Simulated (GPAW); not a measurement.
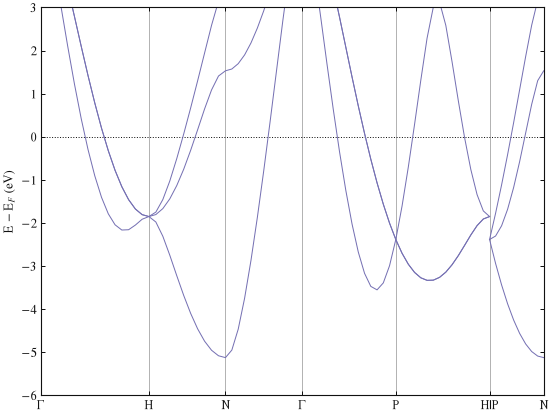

Band structure. Energies are counted from the Fermi level.

**Which Bravais lattice do the labels of the path belong to?**

A body-centred cubic lattice: the path Γ–H–N–Γ–P–H|P–N runs through the special points of its Brillouin zone.

The GPAW input:

```python
from ase import Atoms
from ase.dft.bandgap import bandgap
from ase.io import write
from ase.units import GPa
from gpaw import GPAW, PW, setup_paths

setup_paths.insert(0, '.')

atoms = Atoms(['Bi'],
              cell=[[-1.9814305318, 1.9814305318, 1.9814305318],
                    [1.9814305318, -1.9814305318, 1.9814305318],
                    [1.9814305318, 1.9814305318, -1.9814305318]],
              scaled_positions=[[0.0, 0.0, 0.0]],
              pbc=True)

calc = GPAW(mode=PW(600),
            xc='PBEsol',
            kpts={'size': (9, 9, 9), 'gamma': True},
            occupations={'name': 'fermi-dirac', 'width': 0.05},
            nbands=15,
            convergence={'density': 1e-05, 'energy': 1e-05},
            maxiter=150,
            txt='gpaw.txt')
atoms.calc = calc
energy = atoms.get_potential_energy()
forces = atoms.get_forces()
stress = atoms.get_stress()
calc.write('gs.gpw')
write('result.traj', atoms)
print(f'Energy: {energy:.6f} eV')
print('Forces (eV/A):')
print(forces.round(4))
print('Stress (GPa):', (stress / GPa).round(3))
print('Fermi level:', round(calc.get_fermi_level(), 4), 'eV')
print(f'Gap: {bandgap(calc)[0]:.4f} eV, direct: {bandgap(calc, direct=True)[0]:.4f} eV')

path = atoms.cell.bandpath('GHNGPH,PN', npoints=80, eps=1e-4)
bs_calc = calc.fixed_density(kpts=path, symmetry='off', nbands=25,
                             convergence={'bands': 'CBM+6.0', 'eigenstates': 1e-6}, txt='bands.txt')
bs = bs_calc.band_structure()
bs.write('bs.json')
print(f'Gap on the path: {bandgap(bs_calc)[0]:.4f} eV')
```

System: bcc Bi, space group Im-3m, 1 atom in the primitive cell.

Computed with GPAW 26.7.0: PBEsol, PAW data sets generated in the run's folder for this functional, no spin polarisation, no spin-orbit coupling, 9×9×9 k mesh, 600 eV cutoff, Fermi-Dirac smearing of 0.05 eV.

**Is there a gap at the Fermi level?**

A metal: 3 bands cross the Fermi level along this path.

**On which lines of the path do bands cross the Fermi level?**

Bands cross the Fermi level on every line of the path.

Spin-orbit coupling is left out, which matters for Bi. This isn't the form of Bi at room conditions, which is rhombohedral.
